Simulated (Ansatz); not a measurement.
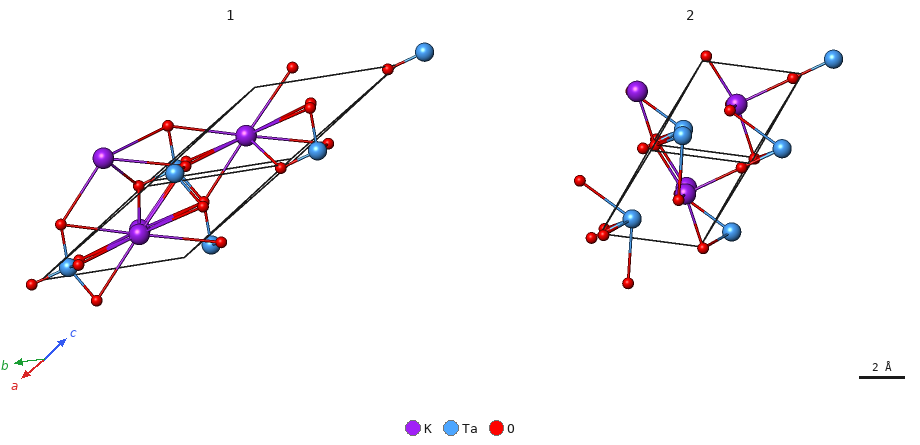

Two geometries of a crystal of KTaO₃ (a generated structure, set up in I4mm) (coarse preliminary run), drawn at one scale. One is the start of a relaxation, the other its converged end. Style: ball-and-stick. Shown: the cell of the calculation, from a free direction.

The calculation used Ansatz, DFT PBE, scalar-relativistic, plane waves, PAW. Settings: plane-wave cutoff 420 eV; k-point mesh 6 × 6 × 6; occupations gaussian; smearing width 0.1 eV; collinear spin; cell and atoms relaxed; force threshold 0.04 eV/Å; at most 70 steps.

> Which one is relaxed?

Structure 1 is the relaxed one. Over 30 accepted moves (34 points after the start) the energy falls by 2941 meV per atom. The largest force component goes from 10 to 0.0046 eV/Å. The pressure goes from −15.25 to 0.05 GPa. The SCF was repeated 4 times at an unchanged geometry on a basis and grid sized afresh for the cell, which shifted the energy by 73.7 meV per atom at most. The K atom moves most relative to the cell: 2.14 Å along [1 1 0]. Largest moves by element: K 2.14 Å, O 1.57 Å, Ta 1.27 Å. The volume changes by −8.6 %, with a = b = c 5.195 → 6.754 Å (+30.0 %), α 121.1° → 147.4°, β 121.1° → 147.4°, γ 88.1° → 46.8°. Near-neighbour distances that change, for instance: K–O 2.797 → 7.051 Å, K–O 4.787 → 3.551 Å, K–O 2.575 → 3.716 Å, O–Ta 2.913 → 1.965 Å. New bonds form, among them: K–O (3.73 → 2.81 Å). Bonds break, among them: K–O (2.80 → 7.05 Å). Among the angles between lasting bonds that change: O–Ta–O 61.3° → 105.2°, O–Ta–O 122.6° → 149.5°, Ta–O–Ta 122.6° → 149.5°. The space group stays I4mm (No. 107). The program noted that the starting moments weren't kept. The run took 23 min on 1 thread of Intel(R) Xeon(R) Processor @ 2.50GHz (Skylake/Cascade Lake), on a shared host, peak memory 0.52 GiB.
